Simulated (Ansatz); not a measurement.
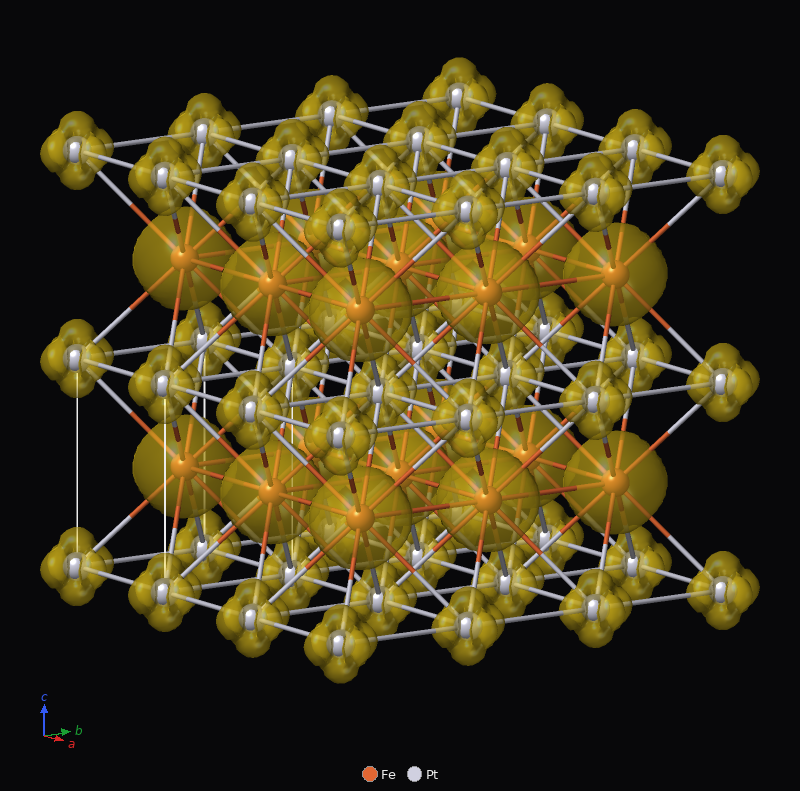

FePt. Isosurfaces of the spin density at +0.15 (yellow) and −0.15 e/Å³ (cyan), seen at an oblique angle. Sticks mark near contacts.

Space group P4/mmm; started from the FePt prototype; spin-polarised.

Theory: Ansatz 0.2.0, DFT PBE, scalar-relativistic, plane waves, PAW.

In a PAW calculation such maps are meaningful between the atoms, not at the nuclei.

Q: Where is the spin, and how is it ordered?

A: The spin density sits on Fe: +3.0 μB in one cell of 2 atoms, with smaller moments on other sites: Pt (up to +0.39 μB): parallel moments (a ferromagnetic arrangement) in this solution. The cell of the calculation (2 atoms) carries 3.3 μB of net spin moment. Only one sign reaches the isovalue.
